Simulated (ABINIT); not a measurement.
**Hubbard response calculation of CoO (part 1 of 4)**

- system: CoO (P4/nmm, 4 atoms in the cell)
- method: Kohn-Sham DFT of a periodic cell, LDA-Teter, DFT+U, JTH PAW LDA v2.0, spin-polarised (ABINIT 10.8.3)

The structure was built on a prototype by a generator; it need not be a known phase.

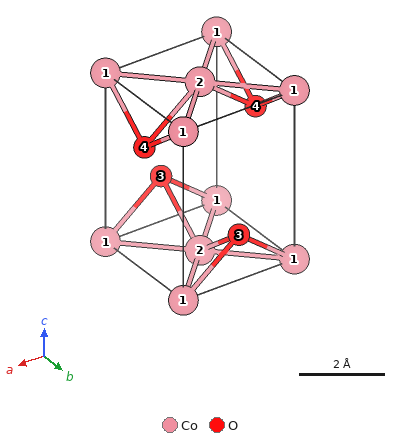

The structure as given in the input (ball-and-stick view of the cell of the calculation, seen at an oblique angle; atoms are numbered from 1 in the order of the input). Near neighbours in the crystal (not all of them lie inside the picture): Co has 4 Co at 2.26 Å and 4 O at 2.03 Å; O has 4 Co at 2.03 Å.

The input:
```
ndtset 3

pp_dirpath "./"
pseudos "Co.LDA_PW-JTH.xml, O.LDA_PW-JTH.xml"

acell 3*1.0 Angstrom
rprim
     3.1978581400     0.0000000000     0.0000000000
     0.0000000000     3.1978581400     0.0000000000
     0.0000000000     0.0000000000     4.6822750500
ntypat 2
znucl 27 8
natom 4
typat 1 1 2 2
xred
            0.0            0.0            0.0
            1/2            1/2            0.0
            1/2            0.0   0.2670000000
            0.0            1/2   0.7330000000

ecut 22.0
pawecutdg 44.0

kptopt 2
ngkpt 4 4 3
nshiftk 1
shiftk 0.0 0.0 0.0

ixc 1

nband 29
occopt 3
tsmear 0.05 eV

nsppol 2
spinat
     0.0000000000     0.0000000000     2.0000000000
     0.0000000000     0.0000000000     2.0000000000
     0.0000000000     0.0000000000     0.0000000000
     0.0000000000     0.0000000000     0.0000000000
nsym 1

usepawu 1
lpawu 2 -1
upawu 4.0 0.0 eV
jpawu 0.0 0.0 eV
dmatpuopt 3

nstep 120
tolvrs 1.0e-9

prteig 0
prtebands 0
prtden 0
prtwf 0

irdwfk 1
macro_uj 1
pawujat 1
pawujv1 -0.1 eV
pawujv2 0.05 eV
pawujv3 0.1 eV
```

File gs.abi:
```
pp_dirpath "./"
pseudos "Co.LDA_PW-JTH.xml, O.LDA_PW-JTH.xml"

acell 3*1.0 Angstrom
rprim
     3.1978581400     0.0000000000     0.0000000000
     0.0000000000     3.1978581400     0.0000000000
     0.0000000000     0.0000000000     4.6822750500
ntypat 2
znucl 27 8
natom 4
typat 1 1 2 2
xred
            0.0            0.0            0.0
            1/2            1/2            0.0
            1/2            0.0   0.2670000000
            0.0            1/2   0.7330000000

ecut 22.0
pawecutdg 44.0

kptopt 2
ngkpt 4 4 3
nshiftk 1
shiftk 0.0 0.0 0.0

ixc 1

nband 29
occopt 3
tsmear 0.05 eV

nsppol 2
spinat
     0.0000000000     0.0000000000     2.0000000000
     0.0000000000     0.0000000000     2.0000000000
     0.0000000000     0.0000000000     0.0000000000
     0.0000000000     0.0000000000     0.0000000000
nsym 1

usepawu 1
lpawu 2 -1
upawu 4.0 0.0 eV
jpawu 0.0 0.0 eV
dmatpuopt 3

nstep 120
tolvrs 1.0e-9

prteig 0
prtebands 0
prtden 0
```

Hardware: 1 thread of Arm Neoverse V1, 24 GiB of memory available, shared host.

Launch command:
```bash
abinit gs.abi > log 2>&1
ln -s gso_WFK runi_DS1_WFK
ln -s gso_WFK runi_DS2_WFK
ln -s gso_WFK runi_DS3_WFK
abinit run.abi > log 2>&1
lruj runo_DS1_LRUJ.nc runo_DS2_LRUJ.nc runo_DS3_LRUJ.nc > lruj.log 2>&1
```

What the program printed:
```
.Version 10.8.3 of ABINIT
 DATASET    1 : space group P1 (#  1); Bravais aP (primitive triclinic)
================================================================================
 Values of the parameters that define the memory need for DATASET  1.
     intxc =       0    ionmov =       0      iscf =      17    lmnmax =      18
     lnmax =       6     mgfft =      40  mpssoang =       3    mqgrid =    3001
     natom =       4  nloc_mem =       2    nspden =       2   nspinor =       1
    nsppol =       2      nsym =       1    n1xccc =       1    ntypat =       2
    occopt =       3   xclevel =       1
       mpw =        1601          nfft =       29160          nkpt =          26
 PAW method is used; the additional fine FFT grid is defined by:
   mgfftf=        54    nfftf =     86400
================================================================================
================================================================================

 DATASET    2 : space group P1 (#  1); Bravais aP (primitive triclinic)
================================================================================
 Values of the parameters that define the memory need for DATASET  2.
     intxc =       0    ionmov =       0      iscf =      17    lmnmax =      18
     lnmax =       6     mgfft =      40  mpssoang =       3    mqgrid =    3001
     natom =       4  nloc_mem =       2    nspden =       2   nspinor =       1
    nsppol =       2      nsym =       1    n1xccc =       1    ntypat =       2
    occopt =       3   xclevel =       1
       mpw =        1601          nfft =       29160          nkpt =          26
 PAW method is used; the additional fine FFT grid is defined by:
   mgfftf=        54    nfftf =     86400
================================================================================
================================================================================

 DATASET    3 : space group P1 (#  1); Bravais aP (primitive triclinic)
================================================================================
 Values of the parameters that define the memory need for DATASET  3.
     intxc =       0    ionmov =       0      iscf =      17    lmnmax =      18
     lnmax =       6     mgfft =      40  mpssoang =       3    mqgrid =    3001
     natom =       4  nloc_mem =       2    nspden =       2   nspinor =       1
    nsppol =       2      nsym =       1    n1xccc =       1    ntypat =       2
    occopt =       3   xclevel =       1
       mpw =        1601          nfft =       29160          nkpt =          26
 PAW method is used; the additional fine FFT grid is defined by:
   mgfftf=        54    nfftf =     86400
================================================================================
================================================================================

--------------------------------------------------------------------------------
------------- Echo of variables that govern the present computation ------------
--------------------------------------------------------------------------------
 -outvars: echo values of preprocessed input variables --------
            acell      1.8897261259E+00  1.8897261259E+00  1.8897261259E+00 Bohr
              amu      5.89332000E+01  1.59994000E+01
         atvshift1      -0.00367   -0.00367   -0.00367   -0.00367   -0.00367
                        -0.00367   -0.00367   -0.00367   -0.00367   -0.00367
                         0.00000    0.00000    0.00000    0.00000    0.00000
                         0.00000    0.00000    0.00000    0.00000    0.00000
                         0.00000    0.00000    0.00000    0.00000    0.00000
                         0.00000    0.00000    0.00000    0.00000    0.00000
                         0.00000    0.00000    0.00000    0.00000    0.00000
                         0.00000    0.00000    0.00000    0.00000    0.00000
         atvshift2       0.00184    0.00184    0.00184    0.00184    0.00184
                         0.00184    0.00184    0.00184    0.00184    0.00184
                         0.00000    0.00000    0.00000    0.00000    0.00000
                         0.00000    0.00000    0.00000    0.00000    0.00000
                         0.00000    0.00000    0.00000    0.00000    0.00000
                         0.00000    0.00000    0.00000    0.00000    0.00000
                         0.00000    0.00000    0.00000    0.00000    0.00000
                         0.00000    0.00000    0.00000    0.00000    0.00000
         atvshift3       0.00367    0.00367    0.00367    0.00367    0.00367
                         0.00367    0.00367    0.00367    0.00367    0.00367
                         0.00000    0.00000    0.00000    0.00000    0.00000
                         0.00000    0.00000    0.00000    0.00000    0.00000
                         0.00000    0.00000    0.00000    0.00000    0.00000
                         0.00000    0.00000    0.00000    0.00000    0.00000
                         0.00000    0.00000    0.00000    0.00000    0.00000
                         0.00000    0.00000    0.00000    0.00000    0.00000
           diemix      4.50000000E-01
        dmatpuopt           3
             ecut      2.20000000E+01 Hartree
           irdwfk           1
           jdtset        1    2    3
           kptopt           2
         kptrlatt        4    0    0      0    4    0      0    0    3
          kptrlen      2.41723043E+01
            lpawu           2      -1
         macro_uj        1
            natom           4
            nband          29
        natvshift        5
           ndtset           3
            ngfft          27      27      40
          ngfftdg          40      40      54
             nkpt          26
           nspden           2
           nsppol           2
            nstep         120
             nsym           1
           ntypat           2
           occopt           3
        pawecutdg      4.40000000E+01 Hartree
           pawujv1    -3.6749322176E-03 Hartree
           pawujv2     1.8374661088E-03 Hartree
           pawujv3     3.6749322176E-03 Hartree
           prtden           0
        prtebands           0
           prteig           0
            prtwf           0
            rprim      3.1978581400E+00  0.0000000000E+00  0.0000000000E+00
                       0.0000000000E+00  3.1978581400E+00  0.0000000000E+00
                       0.0000000000E+00  0.0000000000E+00  4.6822750500E+00
          spgroup           1
           spinat      0.0000000000E+00  0.0000000000E+00  2.0000000000E+00
                       0.0000000000E+00  0.0000000000E+00  2.0000000000E+00
                       0.0000000000E+00  0.0000000000E+00  0.0000000000E+00
                       0.0000000000E+00  0.0000000000E+00  0.0000000000E+00
           tolvrs      1.00000000E-09
           tsmear      1.83746611E-03 Hartree
            typat      1  1  2  2
            upawu      1.46997289E-01  0.00000000E+00 Hartree
          usepawu           1
           useylm           1
           xangst      0.0000000000E+00  0.0000000000E+00  0.0000000000E+00
                       1.5989290700E+00  1.5989290700E+00  0.0000000000E+00
                       1.5989290700E+00  0.0000000000E+00  1.2501674383E+00
                       0.0000000000E+00  1.5989290700E+00  3.4321076117E+00
            xcart      0.0000000000E+00  0.0000000000E+00  0.0000000000E+00
                       3.0215380371E+00  3.0215380371E+00  0.0000000000E+00
                       3.0215380371E+00  0.0000000000E+00  2.3624740700E+00
                       0.0000000000E+00  3.0215380371E+00  6.4857434207E+00
             xred      0.0000000000E+00  0.0000000000E+00  0.0000000000E+00
                       5.0000000000E-01  5.0000000000E-01  0.0000000000E+00
                       5.0000000000E-01  0.0000000000E+00  2.6700000000E-01
                       0.0000000000E+00  5.0000000000E-01  7.3300000000E-01
            znucl       27.00000    8.00000

================================================================================

 chkinp: Checking input parameters for consistency, jdtset=   1.

 chkinp: Checking input parameters for consistency, jdtset=   2.

 chkinp: Checking input parameters for consistency, jdtset=   3.

================================================================================
== DATASET  1 ==================================================================

--- !DatasetInfo
iteration_state: {dtset: 1, }
dimensions: {natom: 4, nkpt: 26, mband: 29, nsppol: 2, nspinor: 1, nspden: 2, mpw: 1601, }
cutoff_energies: {ecut:  22.0, pawecutdg:  44.0, }
electrons: {nelect:   4.60000000E+01, charge:   0.00000000E+00, occopt:   3.00000000E+00, tsmear:   1.83746611E-03, }
meta: {optdriver: 0, ionmov: 0, optcell: 0, iscf: 17, paral_kgb: 0, }
...

 Exchange-correlation functional for the present dataset will be:
  LDA: new Teter (4/93) with spin-polarized option - ixc=1
  S. Goedecker, M. Teter, J. Huetter, PRB 54, 1703 (1996)

 Real(R)+Recip(G) space primitive vectors, cartesian coordinates (Bohr,Bohr^-1):
 R(1)=  6.0430761  0.0000000  0.0000000  G(1)=  0.1654786  0.0000000  0.0000000
 R(2)=  0.0000000  6.0430761  0.0000000  G(2)=  0.0000000  0.1654786  0.0000000
 R(3)=  0.0000000  0.0000000  8.8482175  G(3)=  0.0000000  0.0000000  0.1130171
 Unit cell volume ucvol=  3.2312601E+02 bohr^3
 Angles (23,13,12)=  9.00000000E+01  9.00000000E+01  9.00000000E+01 degrees

 Coarse grid specifications (used for wave-functions):

 getcut: wavevector=  0.0000  0.0000  0.0000  ngfft=  27  27  40
         ecut(hartree)=     22.000   => boxcut(ratio)=   2.03769

 Fine grid specifications (used for densities):

 getcut: wavevector=  0.0000  0.0000  0.0000  ngfft=  40  40  54
         ecut(hartree)=     44.000   => boxcut(ratio)=   2.04384

--- Pseudopotential description ------------------------------------------------
- pspini: atom type   1  psp file is ./Co.LDA_PW-JTH.xml
 Pseudopotential format is: paw10
 basis_size (lnmax)=  6 (lmn_size= 18), orbitals=   0   0   1   1   2   2
 Spheres core radius: rc_sph= 2.10903434
 Shapefunction is SIN type: shapef(r)=[sin(pi*r/rshp)/(pi*r/rshp)]**2
 Radius for shape functions =  1.60384542
 Compensation charge density is not taken into account in XC energy/potential

- pspini: atom type   2  psp file is ./O.LDA_PW-JTH.xml
 Pseudopotential format is: paw10
 basis_size (lnmax)=  4 (lmn_size=  8), orbitals=   0   0   1   1
 Spheres core radius: rc_sph= 1.41465230
 Shapefunction is SIN type: shapef(r)=[sin(pi*r/rshp)/(pi*r/rshp)]**2
 Radius for shape functions =  1.20231231
 Compensation charge density is not taken into account in XC energy/potential

   1.76125124E+03                                ecore*ucvol(ha*bohr**3)
--------------------------------------------------------------------------------

-inwffil : will read wavefunctions from disk file runi_DS1_WFK

 ******************************************
 DFT+U Method used: FLL
 ******************************************

================================================================================

--- !BeginCycle
iteration_state: {dtset: 1, }
solver: {iscf: 17, nstep: 120, nline: 4, wfoptalg: 10, }
tolerances: {tolvrs: 1.00E-09, }
...
```
